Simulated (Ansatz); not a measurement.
System: Li, space group Im-3m (No. 229) (one of a set of cubic test structures, which need not be the stable phase).

Calculation (Ansatz 0.2.0 development build): equation of state of a cubic crystal from periodic Kohn-Sham density functional theory without spin, third-order Birch-Murnaghan fit to the free energies; pressure corrected for the finite basis. Level: r2SCAN.

```tsv
setting	value
structure type	bcc
atoms in cell	1
space group number	229
lattice centring	body-centred primitive
k mesh	14×14×14
occupation method	Fermi–Dirac
occupation width	0.1 eV
wave cutoff	120 eV
datasets	all-electron datasets
density tolerance	1e-09 eV
bands	6
density cutoff ratio	7
nucleus	point
search for lower states	default
```

Describe the result: the energy above the lowest point and pressure against volume. The volume takes the values 18.64, 19.25, 19.86, 20.47, 21.08 Å³/atom.

A third-order Birch–Murnaghan fit gives V0 = 21.07 Å³/atom, B0 = 13 GPa and B′ = 3.4. The energy above the lowest point falls from 13.4 meV/atom at volume 18.64 Å³/atom to 0.0 meV/atom at 21.08 Å³/atom. The pressure falls from 1.945 GPa at volume 18.64 Å³/atom to −0.010 GPa at 21.08 Å³/atom.

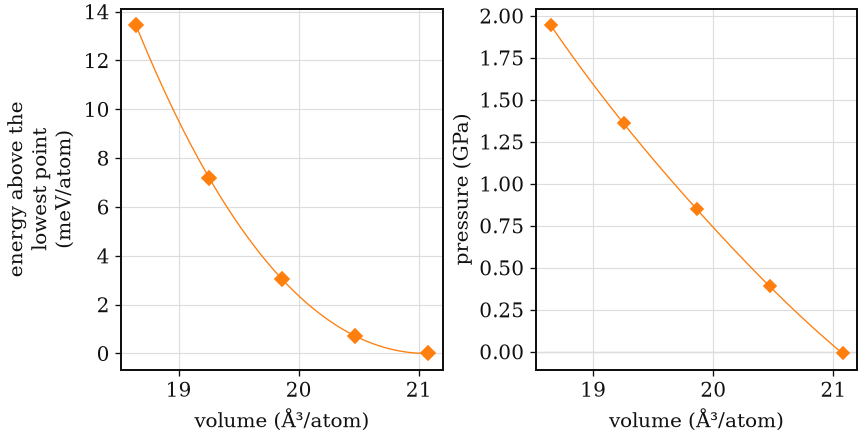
